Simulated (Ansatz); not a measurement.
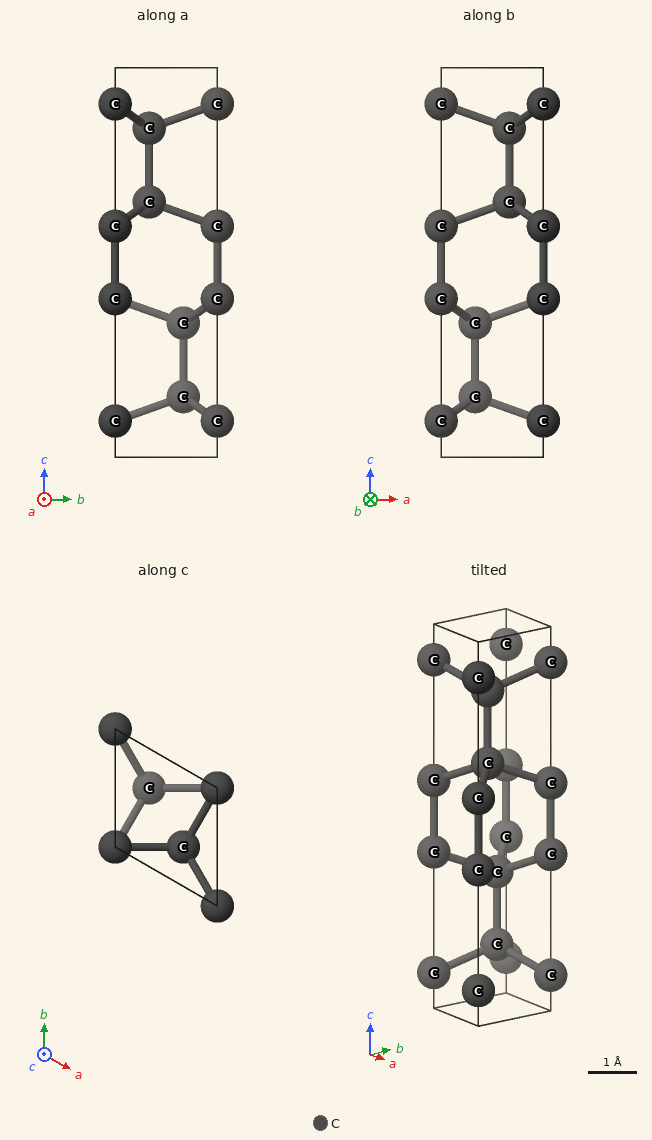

An orthographic ball-and-stick view of the structure, along the a axis, along the b axis, along the c axis and slightly off an axis. One conventional unit cell is framed, with atoms on its boundary repeated.

Lattice parameters: a = 2.508 Å, b = 2.508 Å, c = 8.275 Å, α = 90.00°, β = 90.00°, γ = 120.00°.

Q: Transcribe the picture into a table of Wyckoff sites, with free fractional coordinates to two decimals.

A: Space group P6_3/mmc (No. 194).
```csv
atom,site,x,y,z
C,4e,0.00,0.00,0.91
C,4f,0.3333,0.6667,0.16
```

The model was built from a structure type filled with this element by a generator (whether the element takes this form wasn't checked). This is the structure after a relaxation with DFT, r2SCAN+rVV10, plane waves, PAW in Ansatz.
